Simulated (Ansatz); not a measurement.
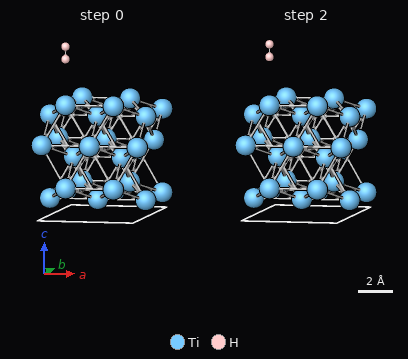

The structure of a slab of composition Ti12H (cut from the P6_3/mmc phase) before (left) and after (right) a constrained relaxation, at one scale.

Style: ball-and-stick. Shown: the cell of the calculation, outlined in the plane, without the vacuum, slightly off an axis.

Case: 1 H2 a cell, upright, over a top Ti site. The slab is the (1 0 0) face of Ti with H2 on it. 12 atoms are held fixed.

These are results of Ansatz 0.2.0, DFT PBE+D3(BJ), scalar-relativistic, plane waves, PAW, not measurements.

Input file:
```yaml
crystal:
  lattice:
    - [5.772929951, 0.0, 0.0]
    - [0.0, 9.1481646307, 0.0]
    - [0.0, 0.0, 24.5827546571]
  atoms:
    - { symbol: Ti, position: [0.5, 0.375, 0.3254313893] }
    - { symbol: Ti, position: [0.5, 0.875, 0.3254313893] }
    - { symbol: Ti, position: [0.0, 0.375, 0.3254313893] }
    - { symbol: Ti, position: [0.0, 0.875, 0.3254313893] }
    - { symbol: Ti, position: [0.75, 0.125, 0.3593271294] }
    - { symbol: Ti, position: [0.75, 0.625, 0.3593271294] }
    - { symbol: Ti, position: [0.25, 0.125, 0.3593271294] }
    - { symbol: Ti, position: [0.25, 0.625, 0.3593271294] }
    - { symbol: Ti, position: [0.75, 0.375, 0.4271186098] }
    - { symbol: Ti, position: [0.75, 0.875, 0.4271186098] }
    - { symbol: Ti, position: [0.25, 0.375, 0.4271186098] }
    - { symbol: Ti, position: [0.25, 0.875, 0.4271186098] }
    - { symbol: Ti, position: [0.0, 0.125, 0.4618176838] }
    - { symbol: Ti, position: [0.0, 0.625, 0.4618176838] }
    - { symbol: Ti, position: [0.5, 0.125, 0.4618176838] }
    - { symbol: Ti, position: [0.5, 0.625, 0.4618176838] }
    - { symbol: Ti, position: [0.0, 0.375, 0.5268527161] }
    - { symbol: Ti, position: [0.0, 0.875, 0.5268527161] }
    - { symbol: Ti, position: [0.5, 0.375, 0.5268527161] }
    - { symbol: Ti, position: [0.5, 0.875, 0.5268527161] }
    - { symbol: Ti, position: [0.25, 0.125, 0.5599397395] }
    - { symbol: Ti, position: [0.25, 0.625, 0.5599397395] }
    - { symbol: Ti, position: [0.75, 0.125, 0.5599397395] }
    - { symbol: Ti, position: [0.75, 0.625, 0.5599397395] }
    - { symbol: H, position: [0.25, 0.125, 0.6705864119] }
    - { symbol: H, position: [0.25, 0.125, 0.7010956046] }
basis:
  ecutwfc: 420
kpoints:
  mp_grid: { grid: [3, 2, 1] }
hamiltonian:
  xc: pbe
  dispersion: d3bj
scf:
  occupations: { method: gaussian, width: 0.1 }
output:
  forces: true
  eigenvalues: true
relax:
  adjacent_minimum: "off"
  f_tol: 0.04
  max_steps: 100
  constraints: [{ sites: [0, 1, 2, 3, 4, 5, 6, 7, 8, 9, 10, 11] }]
efield:
  axis: 3
  dipole_correction: true
  ramp_width: 0.04
```

Launched with:
```bash
ansatz run input.yaml --threads 4 --pin off --max-ram 10240MiB --backend cpu --events-out ev --progress --plain --runs-dir out
```

### Describe what moved and what it gained.

The energy falls by 1.9 meV per cell of the calculation in 2 geometry steps. Largest force component: 0.15 eV/Å at the start, 0.033 eV/Å at the end. The atom that moves furthest is H26 (0.14 Å along the normal (+c)). By element the largest moves are H 0.14 Å, Ti 0.01 Å. The cell doesn't change. Some distances before and after: Ti13–Ti23 2.811 → 2.823 Å, Ti14–Ti22 2.811 → 2.802 Å, Ti5–Ti13 2.904 → 2.898 Å, H25–H26 0.750 → 0.755 Å. The run took 67 s on 4 threads of Intel(R) Xeon(R) 6975P-C (Granite Rapids) (shared host), peak memory 3.3 GiB.

Limits of the set-up: the periodic images lie only 5.8 Å apart, so the values are limited by the cell's size.
